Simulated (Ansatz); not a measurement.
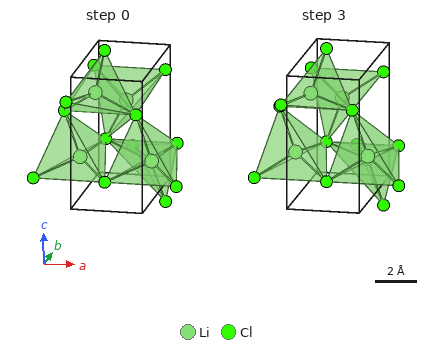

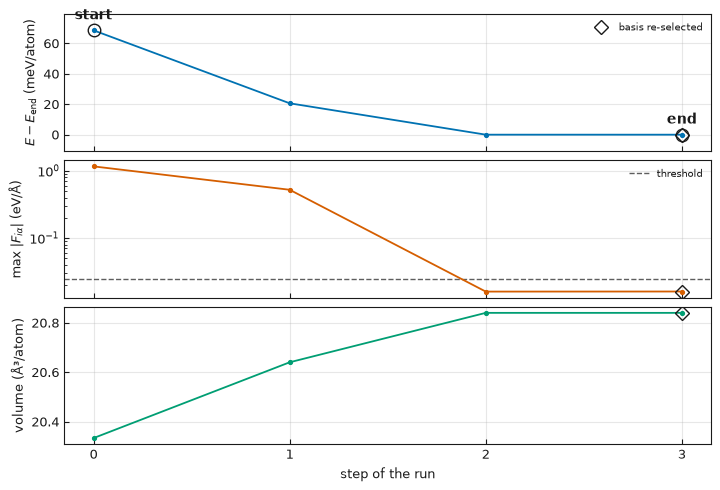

First and last geometry of a relaxation of crystalline LiCl (a generated structure, set up in P1) (coarse preliminary run), with the history of the run. Style: polyhedral. Shown: the cell of the calculation, slightly off an axis.

Method: Ansatz 0.2.0, DFT PBE, scalar-relativistic, plane waves, PAW. Settings: plane-wave cutoff 420 eV; k-point mesh 4 × 2 × 2; occupations gaussian; smearing width 0.1 eV; no spin polarisation; cell and atoms relaxed; force threshold 0.025 eV/Å; at most 60 steps.

**What do the curves and the structures tell?**

It converged. Over 2 accepted moves (3 points after the start) the energy falls by 68.6 meV per atom. Largest force component: 1.2 eV/Å at the start, 0.016 eV/Å at the end. The pressure goes from 1.66 to −0.11 GPa. At 1 point the geometry stayed and the basis and grid were re-selected for the new cell (energy shift of less than 0.05 meV per atom at most each time). A Cl atom moves most relative to the cell: 0.31 Å roughly along [2 1 0]. Largest moves by element: Cl 0.31 Å, Li 0.24 Å. The drawn cell changes as follows: a 3.585 → 3.612 Å (+0.7 %), b 6.783 → 6.829 Å (+0.7 %), c 6.692 → 6.759 Å (+1.0 %), α 90.3° → 90.1°, γ 91.6° → 89.8°; the volume changes by +2.5 %. Some distances before and after: Cl–Li 2.158 → 2.420 Å, Cl–Li 2.173 → 2.434 Å, Cl–Li 2.632 → 2.420 Å, Cl–Li 2.604 → 2.422 Å. Among the angles between lasting bonds that change: Li–Cl–Li 113.5° → 132.1°, Cl–Li–Cl 115.1° → 97.1°, Li–Cl–Li 158.5° → 140.8°. The space group stays P1 (No. 1).
